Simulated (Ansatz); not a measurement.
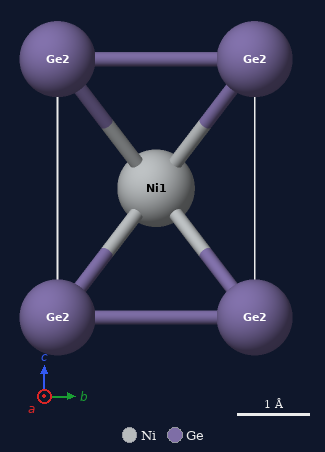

A crystal of NiGe (built on the CuAu (L1_0)_123 type) (coarse preliminary run), before the relaxation. Style: ball-and-stick. Shown: the cell of the calculation, along the a axis.

Case: CuAu (L1_0) type (P4/mmm, No. 123).

Theory: Ansatz 0.2.0, DFT r2SCAN, scalar-relativistic, plane waves, PAW.

Input file:
```yaml
crystal:
  lattice:
    - [2.7561760212, 0.0, 0.0]
    - [0.0, 2.7561760212, 0.0]
    - [0.0, 0.0, 3.6125592849]
  atoms:
    - { symbol: Ni, position: [0.5, 0.5, 0.5] }
    - { symbol: Ge, position: [0.0, 0.0, 0.0] }
basis:
  ecutwfc: 500
kpoints:
  mp_grid: { grid: [6, 6, 6] }
hamiltonian:
  xc: r2scan
scf:
  occupations: { method: gaussian, width: 0.1 }
  lower_state_search: "off"
output:
  forces: true
  stress: true
  eigenvalues: true
relax:
  adjacent_minimum: "off"
  f_tol: 0.04
  max_steps: 70
  cell: { stress_tol: 0.4 }
```

Launched with:
```bash
ansatz run input.yaml --threads 1 --pin off --max-ram 3072MiB --backend cpu --events-out ev --progress --plain --runs-dir out
```

Question: Where does the relaxation end?

Answer: The atoms keep their places relative to the cell (all moves are under 0.005 Å). Cell: a = b 2.756 → 2.936 Å (+6.5 %), c 3.613 → 2.927 Å (−19.0 %). Volume −8.0 %. Some distances before and after: Ge2–Ge2 2.756 → 2.936 Å, Ni1–Ni1 2.756 → 2.936 Å, Ni1–Ge2 2.657 → 2.540 Å. The space group (tolerance 0.01 Å) goes from P4/mmm (No. 123) to Pm-3m (No. 221). Over 7 accepted moves (8 points after the start) the energy falls by 77.3 meV per atom. All forces vanish by symmetry, so only the cell relaxes. The pressure goes from −10.74 to −0.02 GPa. At 1 point the geometry stayed and the basis and grid were re-selected for the new cell (energy shift of 0.3 meV per atom at most each time). The run took 43 s on 1 thread of Arm Neoverse V2 (shared host), peak memory 0.39 GiB.

History of the run:

```csv
step,"E − E(0), meV/atom","pressure, GPa","volume, Å³/atom",note
0,0.00,-10.74,13.721,
1,-53.78,-2.47,12.801,
2,-63.52,2.79,12.390,
3,-67.57,0.87,12.562,
4,-72.80,-2.63,12.852,
5,-74.55,-2.38,12.814,
6,-76.93,0.34,12.593,
7,-76.99,0.01,12.619,
8,-77.27,-0.02,12.619,"same geometry, new basis"
```

The structure at the end:

```xyz
2
Lattice="2.9362 0.0000 0.0000 0.0000 2.9362 0.0000 0.0000 0.0000 2.9273" Properties=species:S:1:pos:R:3 pbc="T T T"
Ni    1.4681    1.4681    1.4637
Ge    0.0000    0.0000    0.0000
```

After the run, drawn alike:

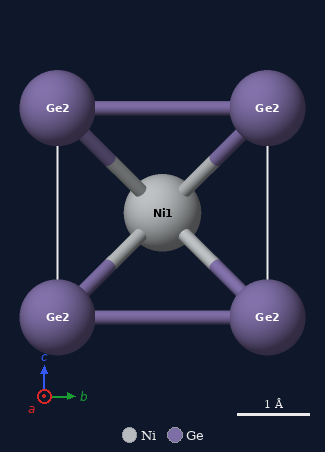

Limits of the set-up: the k-point mesh is coarse for a cell with partly filled bands.
